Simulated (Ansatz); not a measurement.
**Geometry relaxation, with input and output: Al (part 2 of 2)**

Al (interface cell, 21 atoms in the cell); DFT PBE, scalar-relativistic, plane waves, PAW, no spin polarisation (Ansatz 0.2.0); cutoff 420 eV, 12×12×2 k-mesh, Gaussian smearing of 0.1 eV. The structure derives from an entry of the Crystallography Open Database. It belongs to a series of runs on one base structure; here: symmetric tilt boundary Sigma 11 (3 1 1), mirror on the next plane, shift [0, 0].

Geometry of the input (Å; fractional positions):
```
2.8577  0.0000  0.0000
-1.4289  4.7390  0.0000
0.0000  0.0000  27.1080
Al 0.1818  0.3636  0.0899
Al 0.3636  0.7273  0.2247
Al 0.4545  0.9091  0.0449
Al 0.0909  0.1818  0.2697
Al 0.2727  0.5455  0.4045
Al 0.6364  0.2727  0.1798
Al 0.8182  0.6364  0.3146
Al 0.9091  0.8182  0.1348
Al 0.5455  0.0909  0.3596
Al 0.0000  0.0000  0.4495
Al 0.7273  0.4545  0.4972
Al 0.1818  0.3636  0.9046
Al 0.3636  0.7273  0.7698
Al 0.4545  0.9091  0.9496
Al 0.0909  0.1818  0.7248
Al 0.2727  0.5455  0.5899
Al 0.6364  0.2727  0.8147
Al 0.8182  0.6364  0.6799
Al 0.9091  0.8182  0.8597
Al 0.5455  0.0909  0.6349
Al 0.0000  0.0000  0.5450
```

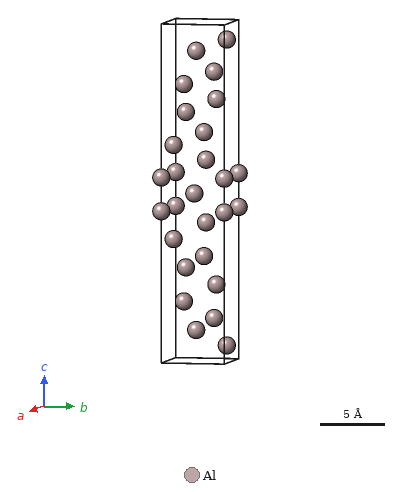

Fig. 1: The geometry at step 2 of the log (spheres-only view of the cell of the calculation, seen slightly off an axis).

**The program's output, continued**
```
relax step   4: F+E_penalty+E_count = -11286.59756103 eV  Δ(F+E_penalty+E_count) = +9.456e-4 eV  max|allowed force component| = 1.718e-2 eV/Å  Δτ_max = 0.0000 Å  P = -0.253 GPa  Ω = 364.718 Å³  fix = [a, b, alpha, beta, gamma]  reactions: a +0.023, b -0.762 GPa; gamma +0.237 GPa/rad  stress off target by 2.08e-2 GPa on what of the cell is left free  SCF on the basis re-selected at this cell (its energy is not comparable with the rows above)  (6 SCF iters)
basis re-selected at this cell: Δ(F+E_penalty+E_count) = +9.456e-4 eV, ΔP = -0.005 GPa vs the last step (what re-selecting the basis moved, of the pressure what is left beyond the Pulay correction that the steps carried, after the strain that the cell walked since its last selection, with what the two solves' SCF thresholds leave and, on support functions, any second-order correction that the steps lacked; it is no measure of the basis error at this ecutwfc). This SCF's stress stands 2.08e-2 GPa from its target on what of the cell is left free (relax.cell.stress_tol is 1.00e-1 GPa) and its largest allowed force component is 1.72e-2 eV/Å (relax.f_tol is 2.00e-2 eV/Å): within both
SCF converged after 6 iterations
Free energy (F): -11286.597561 eV
Harris-Foulkes:  -11286.597561 eV  (|F-HF|=1.62e-10)
Internal energy: -11286.558300 eV  (E = F + TS)
E sigma→0 (E₀):  -11286.577931 eV
Entropy (-TS):   -0.039261 eV (-1.870 meV/atom)
Fermi energy:    7.345514 eV
--- Per-component energies (eV) ---
  E_band       = 189.815862
  E_kinetic    = 471.881454
  E_local      = -20.972955  (includes V_loc(G=0)·N_el)
  E_nonlocal   = 218.048105
  E_hartree    = 100.625030
  E_xc         = -830.929148
  E_vxc        = -603.460110  (∫ρ·V_xc dr)
  E_paw        = -9814.109725  (= ΣΔE_a)
  E_vpaw       = -76.930799  (= ΣTr[D̂ρ^β])
  E_aug_tail   = -0.000046  (compensation charges beyond the density's cutoff)
  E_ewald      = -1411.101016
  E_smearing   = -0.039261  (= −TS)
  E_closure    = 0.000000  (closes the sum)
  Σ components = -11286.597561   (vs F -11286.597561, Δ=0.00e0)
--- Forces (eV/Å), atoms counted from 1 ---
  atom   1  Al     0.00000000     0.00406697    -0.00240137
  atom   2  Al     0.00000000    -0.00154394     0.00388913
  atom   3  Al     0.00000000    -0.00894390     0.00109330
  atom   4  Al     0.00000000     0.00088045    -0.00696838
  atom   5  Al     0.00000000     0.00264873     0.00217332
  atom   6  Al     0.00000000    -0.00036746    -0.00887818
  atom   7  Al    -0.00000000    -0.00023145     0.00773067
  atom   8  Al     0.00000000     0.00632647     0.01718143
  atom   9  Al     0.00000000    -0.00153572    -0.00995581
  atom  10  Al    -0.00000000     0.00183769    -0.00318698
  atom  11  Al     0.00000000    -0.00627465     0.00000000
  atom  12  Al     0.00000000     0.00406697     0.00240137
  atom  13  Al     0.00000000    -0.00154394    -0.00388913
  atom  14  Al     0.00000000    -0.00894390    -0.00109330
  atom  15  Al     0.00000000     0.00088045     0.00696838
  atom  16  Al     0.00000000     0.00264873    -0.00217332
  atom  17  Al     0.00000000    -0.00036746     0.00887818
  atom  18  Al    -0.00000000    -0.00023145    -0.00773067
  atom  19  Al     0.00000000     0.00632647    -0.01718143
  atom  20  Al     0.00000000    -0.00153572     0.00995581
  atom  21  Al    -0.00000000     0.00183769     0.00318698
  max |Σ_I F_I| component: 9.87e-7 eV/Å
--- Stress (GPa, compression-positive) ---
        0.025023       0.000000       0.000000
        0.000000      -0.764388       0.000000
        0.000000       0.000000      -0.020840
  P = ⅓ Tr σ = -0.2534 GPa (-2.534 kbar)
--- Band table (eV; the first three rows and the last of 86) ---
  k-point 0: bands = ["-3.6682", "-3.5657", "-3.2455", "-2.9309", "-2.4526", "-1.8574", "-1.3164", "-0.3816", "0.1076", "1.4895", "1.7677", "2.7457", "2.7881", "2.8100", "2.9059", "3.1567", "3.2158", "3.4593", "3.4742", "3.7268", "3.7274", "3.9440", "4.0828", "4.4747", "4.5763", "5.0100", "5.2607", "5.6047", "5.8795", "5.9589", "6.6291", "6.6977", "6.7602", "7.7902", "7.9313", "8.3068", "8.5255", "9.2866", "9.4418", "9.9596", "10.1061", "10.3444", "10.7402", "12.1911", "12.1959", "12.4267", "12.6416", "12.7674", "13.2161", "14.4195", "14.4602", "14.4868", "14.5623"]
  k-point 1: bands = ["-3.6627", "-3.5780", "-3.2133", "-2.9841", "-2.3619", "-1.9959", "-1.1056", "-0.6865", "0.5295", "0.9007", "2.5217", "2.6611", "2.7722", "2.7934", "2.8319", "2.8957", "3.1843", "3.2575", "3.4279", "3.5074", "3.9922", "4.0868", "4.3694", "4.5207", "4.8006", "4.8548", "5.1511", "5.3641", "5.6354", "5.9569", "6.8666", "6.9155", "6.9539", "7.4624", "7.9053", "8.2272", "8.8700", "8.9318", "9.3187", "9.6497", "10.7398", "10.7628", "11.1470", "11.3429", "11.4633", "11.9353", "13.5894", "13.6442", "13.7693", "13.9172", "14.3555", "14.4329", "14.4623"]
  k-point 2: bands = ["-3.6225", "-3.5200", "-3.2002", "-2.8855", "-2.4080", "-1.8124", "-1.2736", "-0.3376", "0.1454", "1.5274", "1.7035", "1.8541", "1.8612", "2.1988", "2.4710", "3.0000", "3.4568", "3.7073", "3.7842", "3.8729", "3.9900", "4.1102", "4.3935", "4.5437", "4.9103", "5.0348", "5.5600", "5.5793", "6.0154", "6.2150", "6.3515", "6.8992", "7.2194", "7.5246", "7.7547", "8.8385", "8.9951", "9.0611", "9.3982", "9.4789", "10.0614", "11.0274", "11.4377", "11.4792", "11.7210", "12.5370", "12.6628", "13.4717", "13.7854", "14.0177", "14.0952", "14.2795", "14.3551"]
  k-point 85: bands = ["0.7882", "0.8741", "1.2195", "1.4495", "2.0321", "2.3600", "2.3730", "2.3823", "2.4168", "2.4877", "2.7755", "2.8159", "2.9022", "3.1045", "3.2414", "3.5690", "3.6518", "3.6674", "3.7600", "4.1333", "4.7079", "4.8424", "4.9178", "4.9199", "5.2206", "5.4803", "6.1403", "6.3427", "6.3570", "6.8392", "6.8469", "6.9276", "7.1829", "7.3751", "7.4256", "7.4425", "7.5611", "7.5892", "7.7522", "7.9464", "8.2280", "8.3062", "8.3143", "8.5358", "8.7068", "8.7673", "9.0546", "9.1191", "9.2075", "9.4247", "9.4375", "9.7381", "9.9579"]
--- Relaxed structure (3 steps of the walk, 3 accepted, 1 SCFs on fresh bases) ---
  F+E_penalty+E_count = -11286.59756103 eV   max|allowed force component| = 1.718e-2 eV/Å   (the final SCF, on the basis selected at the relaxed cell)
  cell:  # Å, volume = 364.7182 Å³
    - [2.857741536, -5.966356220283682e-115, 0.0]
    - [-1.428870768, 4.7390282114, 0.0]
    - [0.0, 0.0, 26.930550834366063]
  atoms:
    - { symbol: Al, position: [0.1828766931381046, 0.3657533862762091, 0.08513332140158551] }
    - { symbol: Al, position: [0.3633718455409979, 0.7267436910819958, 0.22397944149124532] }
    - { symbol: Al, position: [0.4560714815239499, 0.9121429630478999, 0.04596029229372583] }
    - { symbol: Al, position: [0.09067111328259425, 0.1813422265651885, 0.2676309819482187] }
    - { symbol: Al, position: [0.2714335552375137, 0.5428671104750276, 0.40490945782972426] }
    - { symbol: Al, position: [0.636861435518221, 0.27372287103644216, 0.17649283526756882] }
    - { symbol: Al, position: [0.8173340644531072, 0.6346681289062144, 0.3144152529102158] }
    - { symbol: Al, position: [0.9074940875432491, 0.8149881750864985, 0.13422934320121205] }
    - { symbol: Al, position: [0.545267861124948, 0.09053572224989606, 0.3579240615460108] }
    - { symbol: Al, position: [-0.00020412650682203023, -0.0004082530136440327, 0.4472186378176564] }
    - { symbol: Al, position: [0.7303712510382726, 0.4607425020765454, 0.4972332882380952] }
    - { symbol: Al, position: [0.1828766931381046, 0.3657533862762091, 0.9093332550746048] }
    - { symbol: Al, position: [0.3633718455409979, 0.7267436910819958, 0.7704871349849451] }
    - { symbol: Al, position: [0.4560714815239499, 0.9121429630478999, 0.9485062841824644] }
    - { symbol: Al, position: [0.09067111328259425, 0.1813422265651885, 0.7268355945279718] }
    - { symbol: Al, position: [0.2714335552375137, 0.5428671104750276, 0.5895571186464661] }
    - { symbol: Al, position: [0.636861435518221, 0.27372287103644216, 0.8179737412086215] }
    - { symbol: Al, position: [0.8173340644531072, 0.6346681289062144, 0.6800513235659744] }
    - { symbol: Al, position: [0.9074940875432491, 0.8149881750864985, 0.8602372332749785] }
    - { symbol: Al, position: [0.545267861124948, 0.09053572224989606, 0.6365425149301797] }
    - { symbol: Al, position: [-0.00020412650682203023, -0.0004082530136440327, 0.547247938658534] }
--- Löwdin populations: 21 sites ---
  site symbol       q [e]
     0     Al      2.9451
     1     Al      2.9639
     2     Al      3.0016
     3     Al      2.9599
     4     Al      2.9585
     5     Al      2.9516
     6     Al      2.9565
     7     Al      2.9317
     8     Al      2.9461
     9     Al      2.9766
    10     Al      2.9344
    11     Al      2.9451
    12     Al      2.9639
    13     Al      3.0016
    14     Al      2.9599
    15     Al      2.9585
    16     Al      2.9516
    17     Al      2.9565
    18     Al      2.9317
    19     Al      2.9461
    20     Al      2.9766
  spilling = 0.014013 (of n_electrons = 63.000000)
```

**File populations.tsv**
```
# site	symbol	l	j	q
# orbitals = lowdin
# n_electrons = 63.000000
# spilling = 0.014013
0	Al	0_3S	-	0.956327
0	Al	1_3P	-	1.988764
1	Al	0_3S	-	0.927628
1	Al	1_3P	-	2.036262
2	Al	0_3S	-	0.967594
2	Al	1_3P	-	2.034025
3	Al	0_3S	-	0.928408
3	Al	1_3P	-	2.031491
4	Al	0_3S	-	0.928080
4	Al	1_3P	-	2.030373
5	Al	0_3S	-	0.918022
5	Al	1_3P	-	2.033615
6	Al	0_3S	-	0.924563
6	Al	1_3P	-	2.031890
7	Al	0_3S	-	0.918187
7	Al	1_3P	-	2.013483
8	Al	0_3S	-	0.918385
8	Al	1_3P	-	2.027675
9	Al	0_3S	-	0.937582
9	Al	1_3P	-	2.039048
10	Al	0_3S	-	0.958428
10	Al	1_3P	-	1.975955
11	Al	0_3S	-	0.956327
11	Al	1_3P	-	1.988764
12	Al	0_3S	-	0.927628
12	Al	1_3P	-	2.036262
13	Al	0_3S	-	0.967594
13	Al	1_3P	-	2.034025
14	Al	0_3S	-	0.928408
14	Al	1_3P	-	2.031491
15	Al	0_3S	-	0.928080
15	Al	1_3P	-	2.030373
16	Al	0_3S	-	0.918022
16	Al	1_3P	-	2.033615
17	Al	0_3S	-	0.924563
17	Al	1_3P	-	2.031890
18	Al	0_3S	-	0.918187
18	Al	1_3P	-	2.013483
19	Al	0_3S	-	0.918385
19	Al	1_3P	-	2.027675
20	Al	0_3S	-	0.937582
20	Al	1_3P	-	2.039048
```

**Trajectory as extended XYZ (Å, eV, eV/Å), 4 frames, from step=1 to step=4**
```
21
Lattice="2.8577 0.0000 0.0000 -1.4289 4.7390 0.0000 0.0000 0.0000 27.1080" Properties=species:S:1:pos:R:3:forces:R:3 step=1 energy=-11286.51561 pressure_GPa=-0.51
Al    0.0000    1.7233    2.4359    0.0000  -0.0381  -0.2122
Al    0.0000    3.4466    6.0915    0.0000   0.0269   0.0139
Al    0.0000    4.3082    1.2173    0.0000   0.0573   0.4250
Al    0.0000    0.8616    7.3101    0.0000  -0.0296  -0.0093
Al    0.0000    2.5849   10.9657    0.0000  -0.0149   0.1002
Al    1.4289    1.2925    4.8730    0.0000   0.0146  -0.0797
Al    1.4289    3.0157    8.5286    0.0000   0.0103   0.0522
Al    1.4289    3.8774    3.6544    0.0000  -0.0357   0.0289
Al    1.4289    0.4308    9.7471    0.0000  -0.0040  -0.0021
Al    0.0000    0.0000   12.1842    0.0000  -0.0638  -0.4911
Al    1.4289    2.1541   13.4790    0.0000   0.1540   0.0000
Al    0.0000    1.7233   24.5221    0.0000  -0.0381   0.2122
Al    0.0000    3.4466   20.8665    0.0000   0.0269  -0.0139
Al    0.0000    4.3082   25.7407    0.0000   0.0573  -0.4250
Al    0.0000    0.8616   19.6479    0.0000  -0.0296   0.0093
Al    0.0000    2.5849   15.9923    0.0000  -0.0149  -0.1002
Al    1.4289    1.2925   22.0850    0.0000   0.0146   0.0797
Al    1.4289    3.0157   18.4294    0.0000   0.0103  -0.0522
Al    1.4289    3.8774   23.3036    0.0000  -0.0357  -0.0289
Al    1.4289    0.4308   17.2109    0.0000  -0.0040   0.0021
Al    0.0000    0.0000   14.7738    0.0000  -0.0638   0.4911
21
Lattice="2.8577 0.0000 0.0000 -1.4289 4.7390 0.0000 0.0000 0.0000 26.8535" Properties=species:S:1:pos:R:3:forces:R:3 step=2 energy=-11286.59369 pressure_GPa=-0.01
Al    0.0000    1.7322    2.2962    0.0000   0.0414  -0.0175
Al    0.0000    3.4466    6.0085    0.0000  -0.0132   0.0297
Al    0.0000    4.3328    1.2420    0.0000  -0.0321  -0.0932
Al    0.0000    0.8560    7.1983    0.0000   0.0190  -0.0246
Al    0.0000    2.5710   10.8712    0.0000  -0.0130   0.0192
Al    1.4289    1.2965    4.7486    0.0000   0.0086  -0.0166
Al    1.4289    3.0097    8.4426    0.0000  -0.0176   0.0040
Al    1.4289    3.8658    3.5967    0.0000  -0.0155   0.0622
Al    1.4289    0.4254    9.6238    0.0000   0.0126  -0.0357
Al    0.0000   -0.0092   12.0148    0.0000   0.0220  -0.0254
Al    1.4289    2.1825   13.3525    0.0000  -0.0244   0.0000
Al    0.0000    1.7322   24.4087    0.0000   0.0414   0.0175
Al    0.0000    3.4466   20.6964    0.0000  -0.0132  -0.0297
Al    0.0000    4.3328   25.4629    0.0000  -0.0321   0.0932
Al    0.0000    0.8560   19.5066    0.0000   0.0190   0.0246
Al    0.0000    2.5710   15.8337    0.0000  -0.0130  -0.0192
Al    1.4289    1.2965   21.9563    0.0000   0.0086   0.0166
Al    1.4289    3.0097   18.2623    0.0000  -0.0176  -0.0040
Al    1.4289    3.8658   23.1082    0.0000  -0.0155  -0.0622
Al    1.4289    0.4254   17.0811    0.0000   0.0126   0.0357
Al    0.0000   -0.0092   14.6902    0.0000   0.0220   0.0254
21
Lattice="2.8577 0.0000 0.0000 -1.4289 4.7390 0.0000 0.0000 0.0000 26.9306" Properties=species:S:1:pos:R:3:forces:R:3 step=3 energy=-11286.59851 pressure_GPa=-0.25
Al    0.0000    1.7333    2.2927    0.0000   0.0041  -0.0024
Al    0.0000    3.4441    6.0319    0.0000  -0.0016   0.0039
Al    0.0000    4.3227    1.2377    0.0000  -0.0090   0.0010
Al    0.0000    0.8594    7.2074    0.0000   0.0009  -0.0070
Al    0.0000    2.5727   10.9044    0.0000   0.0026   0.0021
Al    1.4289    1.2972    4.7530    0.0000  -0.0004  -0.0088
Al    1.4289    3.0077    8.4674    0.0000  -0.0003   0.0077
Al    1.4289    3.8623    3.6149    0.0000   0.0063   0.0173
Al    1.4289    0.4291    9.6391    0.0000  -0.0015  -0.0100
Al    0.0000   -0.0019   12.0438    0.0000   0.0019  -0.0032
Al    1.4289    2.1835   13.3908    0.0000  -0.0063   0.0000
Al    0.0000    1.7333   24.4888    0.0000   0.0041   0.0024
Al    0.0000    3.4441   20.7496    0.0000  -0.0016  -0.0039
Al    0.0000    4.3227   25.5438    0.0000  -0.0090  -0.0010
Al    0.0000    0.8594   19.5741    0.0000   0.0009   0.0070
Al    0.0000    2.5727   15.8771    0.0000   0.0026  -0.0021
Al    1.4289    1.2972   22.0285    0.0000  -0.0004   0.0088
Al    1.4289    3.0077   18.3142    0.0000  -0.0003  -0.0077
Al    1.4289    3.8623   23.1667    0.0000   0.0063  -0.0173
Al    1.4289    0.4291   17.1424    0.0000  -0.0015   0.0100
Al    0.0000   -0.0019   14.7377    0.0000   0.0019   0.0032
21
Lattice="2.8577 0.0000 0.0000 -1.4289 4.7390 0.0000 0.0000 0.0000 26.9306" Properties=species:S:1:pos:R:3:forces:R:3 step=4 energy=-11286.59756 pressure_GPa=-0.25
Al    0.0000    1.7333    2.2927    0.0000   0.0041  -0.0024
Al    0.0000    3.4441    6.0319    0.0000  -0.0015   0.0039
Al    0.0000    4.3227    1.2377    0.0000  -0.0089   0.0011
Al    0.0000    0.8594    7.2074    0.0000   0.0009  -0.0070
Al    0.0000    2.5727   10.9044    0.0000   0.0026   0.0022
Al    1.4289    1.2972    4.7530    0.0000  -0.0004  -0.0089
Al    1.4289    3.0077    8.4674    0.0000  -0.0002   0.0077
Al    1.4289    3.8623    3.6149    0.0000   0.0063   0.0172
Al    1.4289    0.4291    9.6391    0.0000  -0.0015  -0.0100
Al    0.0000   -0.0019   12.0438    0.0000   0.0018  -0.0032
Al    1.4289    2.1835   13.3908    0.0000  -0.0063   0.0000
Al    0.0000    1.7333   24.4888    0.0000   0.0041   0.0024
Al    0.0000    3.4441   20.7496    0.0000  -0.0015  -0.0039
Al    0.0000    4.3227   25.5438    0.0000  -0.0089  -0.0011
Al    0.0000    0.8594   19.5741    0.0000   0.0009   0.0070
Al    0.0000    2.5727   15.8771    0.0000   0.0026  -0.0022
Al    1.4289    1.2972   22.0285    0.0000  -0.0004   0.0089
Al    1.4289    3.0077   18.3142    0.0000  -0.0002  -0.0077
Al    1.4289    3.8623   23.1667    0.0000   0.0063  -0.0172
Al    1.4289    0.4291   17.1424    0.0000  -0.0015   0.0100
Al    0.0000   -0.0019   14.7377    0.0000   0.0018   0.0032
```

**Key numbers**

| quantity | value |
| --- | --- |
| outcome | converged |
| electrons treated | 63 |
| free energy | −11286.5976 eV |
| Fermi energy | 7.346 eV |
| gap on the k-point mesh | none (metallic) |
| final volume | 364.72 Å³ |
| largest force (length of the vector) at the end | 0.018 eV/Å |
| hardware | 4 threads of AMD EPYC (Zen 5), 32 GiB of memory available, shared host |
| wall time | 71 s (CPU time 4.7 min) |
| peak memory | 1.7 GiB |
